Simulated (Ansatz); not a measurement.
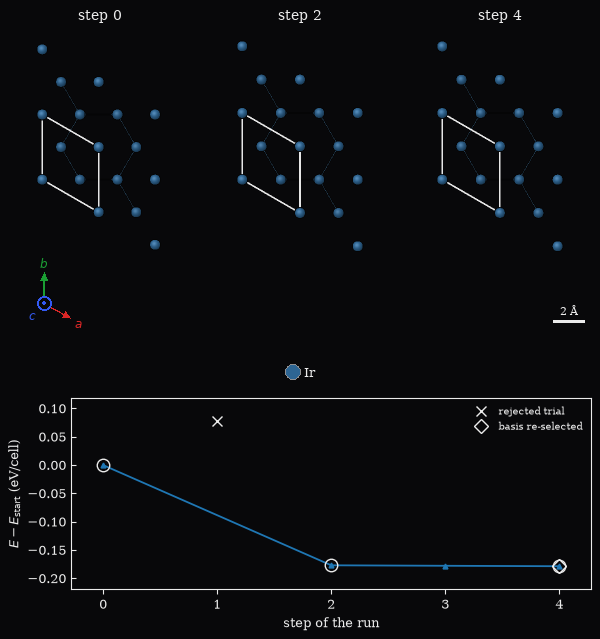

Frames of a relaxation of a crystal of Ir (a generated structure, set up in P6/mmm) (coarse preliminary run), marked on the history of the run. A ball-and-stick model of the cell of the calculation, repeated 2 × 2 × 1 with one cell outlined, seen along the c axis.

Case: Hf → Ir on all its sites, cell and atoms relaxed.

Method: Ansatz, DFT PBEsol, scalar-relativistic, plane waves, PAW. (plane-wave cutoff 420 eV; k-point mesh 6 × 6 × 8; occupations gaussian; smearing width 0.1 eV; no spin polarisation; cell and atoms relaxed; force threshold 0.05 eV/Å; at most 60 steps)

> Describe the path.

Over 2 accepted moves (4 points after the start) the energy falls by 0.179 eV per cell of the calculation. All forces vanish by symmetry, so only the cell relaxes. The pressure goes from 24.14 to −0.20 GPa. The line search rejected the trial step at point 1 of the run. The SCF was repeated once at an unchanged geometry on a basis and grid sized afresh for the cell, which shifted the energy by 0.8 meV per cell of the calculation at most. The atoms keep their places relative to the cell (all moves are under 0.005 Å). The volume changes by +5.9 %, with a = b 4.238 → 4.334 Å (+2.3 %), c 2.637 → 2.671 Å (+1.3 %). Some distances before and after: Ir–Ir 2.779 → 2.837 Å, Ir–Ir 2.447 → 2.502 Å, Ir–Ir 2.637 → 2.671 Å. The space group stays P6/mmm (No. 191). The run took 8.7 s on 1 thread of Intel(R) Xeon(R) Platinum 8488C (Sapphire Rapids), with other jobs on the host, peak memory 0.39 GiB. From step 0 to 2: volume +6.3 %, energy −0.177 eV per cell of the calculation. From step 2 to 4: volume −0.3 %, energy −1.6 meV per cell of the calculation.

| step | E − E(0), meV/atom | pressure, GPa | volume, Å³/atom | note |
| --- | --- | --- | --- | --- |
| 0 | 0.00 | 24.14 | 13.673 |  |
| 1 | 25.97 | -22.41 | 15.603 | rejected |
| 2 | -58.98 | -1.40 | 14.536 |  |
| 3 | -59.26 | -0.17 | 14.485 |  |
| 4 | -59.53 | -0.20 | 14.485 | same geometry, new basis |
